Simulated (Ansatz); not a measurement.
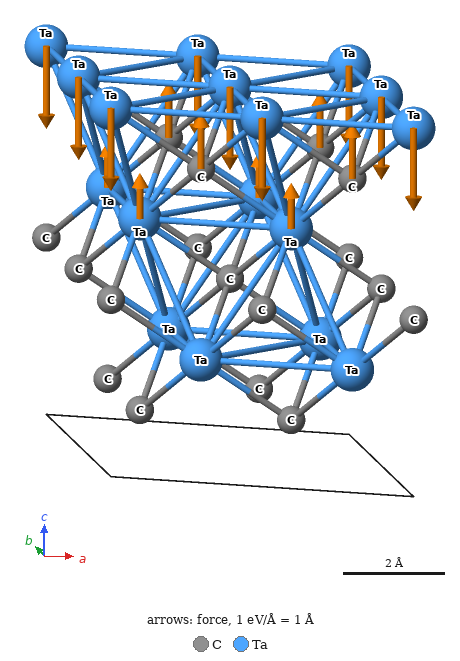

Starting geometry of a slab of composition TaC (cut from the Fm-3m phase) with the computed forces as orange arrows. A ball-and-stick model of the cell of the calculation, outlined in the plane, without the vacuum, seen slightly off an axis.

Case: clean slab, lower planes held. The slab is the (1 1 1) face of TaC. 12 atoms are held fixed.

Theory: Ansatz, DFT PBE, scalar-relativistic, plane waves, PAW. Set-up: plane-wave cutoff 420 eV; k-point mesh 4 × 4 × 1; occupations gaussian; smearing width 0.1 eV; no spin polarisation; dipole correction; atoms relaxed in a fixed cell; force threshold 0.03 eV/Å; at most 70 steps.

Is this structure relaxed? If not, where do the atoms go?

It isn't relaxed: the largest force vector, on Ta atoms, is 1.68 eV/Å. The atoms end up moving mostly along the starting forces (cosine between the two patterns 0.98). The largest moves, 0.090 Å, are those of Ta atoms. By element the largest moves are Ta 0.090 Å, C 0.051 Å. The cell stays as it was. Some distances before and after: Ta–Ta 3.164 → 3.071 Å, C–Ta 2.238 → 2.160 Å, Ta–Ta 3.164 → 3.186 Å, C–Ta 2.238 → 2.252 Å. Bond angles that change, for instance: Ta–C–Ta 90.0° → 94.2°, Ta–C–Ta 180.0° → 176.4°. Over 4 geometry steps the energy falls by 0.488 eV per cell of the calculation. Largest force component: 1.7 eV/Å at the start, 0.004 eV/Å at the end.
